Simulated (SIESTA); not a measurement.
# A series of single points on HfN

System: HfN (Fm-3m, 2 atoms in the cell).
Method: Kohn-Sham DFT of a periodic cell, PBE, PseudoDojo 0.4 standard, converted to PSML, no spin polarisation (SIESTA 5.4.2).

The 7 runs differ only in the geometry, by an even scaling of the cell at fixed fractional positions. The structure derives from an entry of the Crystallography Open Database.

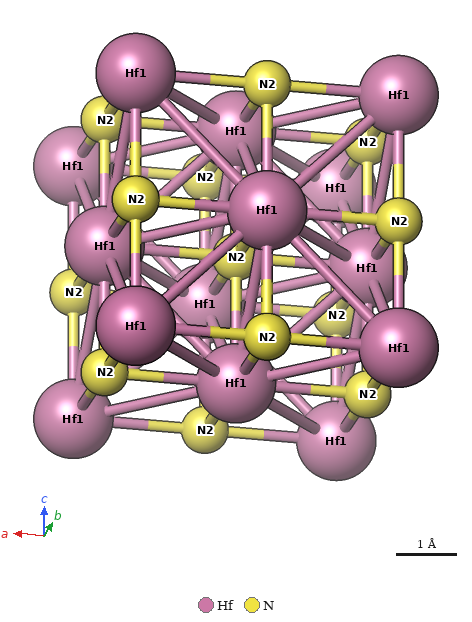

Figure 1. The structure of run 4 (ball-and-stick view of the cell 4 times as large as that of the calculation, set on its symmetry axes, seen at an oblique angle; atoms are numbered from 1 in the order of the input).

**Input file of run 4**
```
SystemName                      HfN
SystemLabel                     HfN
NumberOfSpecies                 2
NumberOfAtoms                   2
%block ChemicalSpeciesLabel
  1  72 Hf
  2   7 N
%endblock ChemicalSpeciesLabel

UseStructFile                   true

%block kgrid.MonkhorstPack
   10   0   0  0.0
    0  10   0  0.0
    0   0  10  0.0
%endblock kgrid.MonkhorstPack
XC.Functional                   GGA
XC.Authors                      PBE
PAO.BasisSize                   DZP
PAO.EnergyShift                 0.002 Ry
Mesh.Cutoff                     800 Ry
OccupationFunction              FD
ElectronicTemperature           0.05 eV
MaxSCFIterations                120
SCF.MustConverge                false
SCF.Mixer.Method                Pulay
SCF.Mixer.Weight                0.25
SCF.Mixer.History               8
SCF.DM.Tolerance                5.0e-05
SCF.H.Tolerance                 1.0e-03 eV
WriteForces                     true
Charge.Mulliken                 end
Charge.Hirshfeld                end
Charge.Voronoi                  end
SaveRho                         true
SaveElectrostaticPotential      true
```

**File HfN.STRUCT_IN of run 4**
```
   0.0000000000     2.2560000000     2.2560000000
   2.2560000000     0.0000000000     2.2560000000
   2.2560000000     2.2560000000     0.0000000000
2
1  72    0.0000000000     0.0000000000     0.0000000000
2   7    0.5000000000     0.5000000000     0.5000000000
```

Command:
```bash
siesta HfN.fdf > HfN.out 2>&1
```

Run 5 has the same physical settings and fractional positions; its lattice vectors (Å) are:
```
   0.000000    2.270941    2.270941
   2.270941    0.000000    2.270941
   2.270941    2.270941    0.000000
```

**Results, with one run withheld**

```csv
run,volume per atom (Å³),"free energy per atom, from the lowest run given (meV)",pressure (GPa)
1,10.793,111.11,33.98
2,11.023,68.38,25.79
3,11.252,36.91,18.29
4,11.482,15.63,11.52
5,11.712,?,?
6,11.941,0.00,−0.26
7,12.171,3.99,−5.20
```

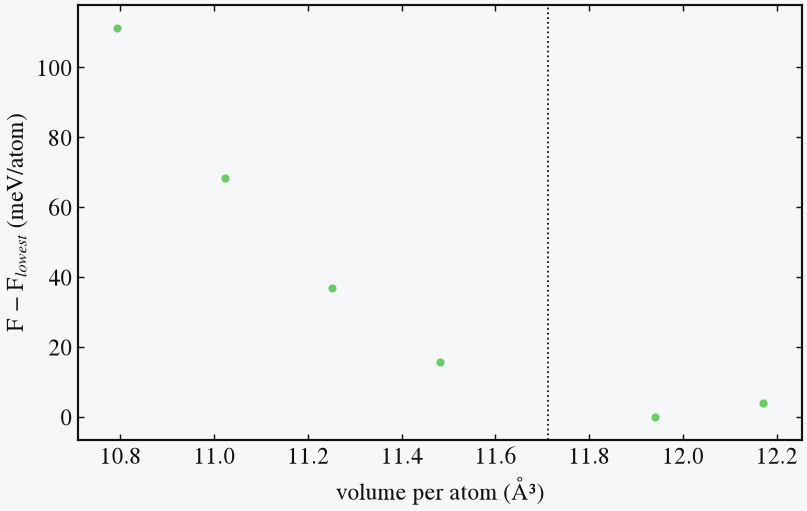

Figure 2. Free energy per atom of the runs given; the dotted line marks run 5.

Estimate the energy of run 5 from the others.

A cubic polynomial in V^(−2/3) (the Birch–Murnaghan form), fitted to the 6 runs given, misses them by at most 0.04 meV per atom. With x = V^(−2/3) − 0.19712 Å⁻², it reads F = 19.909 + 7107.9 x + 6.335e+05 x² − 34458 x³ (meV per atom). At run 5 it gives 3.59 meV per atom, and the run itself gives 3.61. The slope of the fit gives a pressure −dF/dV of 5.35 GPa there, and the run prints 5.39 GPa. The fit has its minimum at 11.932 Å³ per atom, where V d²F/dV² gives 278 GPa: the bulk modulus at this level, since symmetry fixes the shape and the positions.

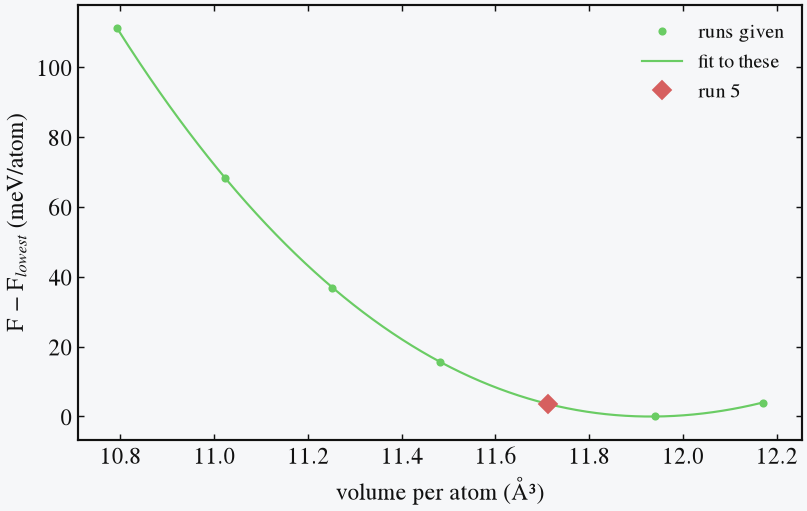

Figure 3. The fit and the withheld run.

**Some lines of the output (run 5)**
```
[...]
outcell: Cell volume (Ang**3)        :     23.4233
stepf: Fermi-Dirac step function
siesta: Etot    =     -1815.274691
siesta: FreeEng =     -1815.277739
        iscf     Eharris(eV)        E_KS(eV)     FreeEng(eV)     dDmax    Ef(eV) dHmax(eV)
siesta: E_KS(eV) =            -1820.2639
siesta: E_KS - E_eggbox =     -1820.2639
siesta: Etot    =     -1820.263909
siesta: FreeEng =     -1820.269594
siesta:         Fermi =      -4.425925
siesta: Cell volume =         23.423266 Ang**3
    Orbital volume contribution        =           2.201811 eV
```

Notes: Spin–orbit coupling is left out, which matters for Hf. The cell holds an odd number of electrons but the run has no spin polarisation, so it comes out as a metal. With a small basis of atomic orbitals these values can differ much from converged plane-wave results.
